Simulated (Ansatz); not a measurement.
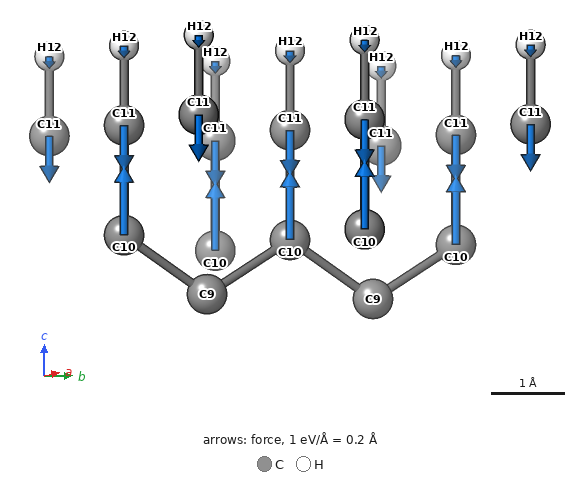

Starting geometry of a slab of composition HC11 (cut from the Fd-3m phase) with the computed forces as blue arrows. A ball-and-stick model of the atoms within 4.2 Å of the atom that moves most (axes of the 3 × 3 repeat of the cell, outlined in the plane, without the vacuum), seen from a free direction.

Case: CH put at a top C site. The slab is the (1 0 0) face of C with CH on it. 5 atoms are held fixed.

Theory: DFT PBEsol, scalar-relativistic, plane waves, PAW in Ansatz 0.2.0.

Input file:
```yaml
crystal:
  lattice:
    - [2.5129226041, 0.0, 0.0]
    - [0.0, 2.5129226041, 0.0]
    - [0.0, 0.0, 28.0960707628]
  atoms:
    - { symbol: C, position: [0.0, 0.5, 0.3025334066] }
    - { symbol: C, position: [0.0, 0.0, 0.3341553481] }
    - { symbol: C, position: [0.5, 0.0, 0.3657772896] }
    - { symbol: C, position: [0.5, 0.5, 0.3973992312] }
    - { symbol: C, position: [0.0, 0.5, 0.4290211728] }
    - { symbol: C, position: [0.0, 0.0, 0.4605893679] }
    - { symbol: C, position: [0.5, 0.0, 0.4923580804] }
    - { symbol: C, position: [0.5, 0.5, 0.5235621663] }
    - { symbol: C, position: [0.0, 0.5, 0.5564206527] }
    - { symbol: C, position: [0.0, 0.0, 0.5842982129] }
    - { symbol: C, position: [0.0, 0.0, 0.6383983044], spin: 1.0 }
    - { symbol: H, position: [0.0, 0.0, 0.6775496864] }
basis:
  ecutwfc: 420
kpoints:
  mp_grid: { grid: [11, 11, 1] }
hamiltonian:
  xc: pbesol
scf:
  occupations: { method: gaussian, width: 0.05 }
output:
  forces: true
  eigenvalues: true
  populations: true
magnetization:
  spin_polarized: true
relax:
  adjacent_minimum: "off"
  f_tol: 0.03
  max_steps: 70
  constraints: [{ sites: [0, 1, 2, 3, 4] }]
efield:
  axis: 3
  dipole_correction: true
  ramp_width: 0.04
```

Run as
```bash
ansatz run input.yaml --threads 1 --pin off --max-ram 2560MiB --backend cpu --events-out ev --progress --plain --runs-dir out
```

> Is this structure relaxed? If not, where do the atoms go?

It isn't relaxed: the largest force vector, on C10, is 4.87 eV/Å. The final displacements follow the starting forces only in part (cosine between the two patterns 0.64). Over 5 accepted moves (6 points after the start) the energy falls by 0.568 eV per cell of the calculation. Largest force component: 4.9 eV/Å at the start, 0.013 eV/Å at the end. The line search rejected the trial step at point 3 of the run. H12 moves most: 0.19 Å along the normal (−c). By element the largest moves are H 0.19 Å, C 0.16 Å. The cell stays as it was. Among the contacts that change: C10–C11 1.520 → 1.305 Å, C9–C10 1.481 → 1.516 Å, C11–H12 1.100 → 1.071 Å. Bond angles that change, for instance: C9–C10–C9 116.1° → 112.0°, C9–C10–C11 121.9° → 124.0°. The program noted that the starting moments weren't kept. The run took 12 min on 1 thread of Intel(R) Xeon(R) Platinum 8259CL CPU @ 2.50GHz (Skylake/Cascade Lake), on a shared host, peak memory 0.67 GiB.

Limits of the set-up: the periodic images lie only 2.5 Å apart, so the values are limited by the cell's size.
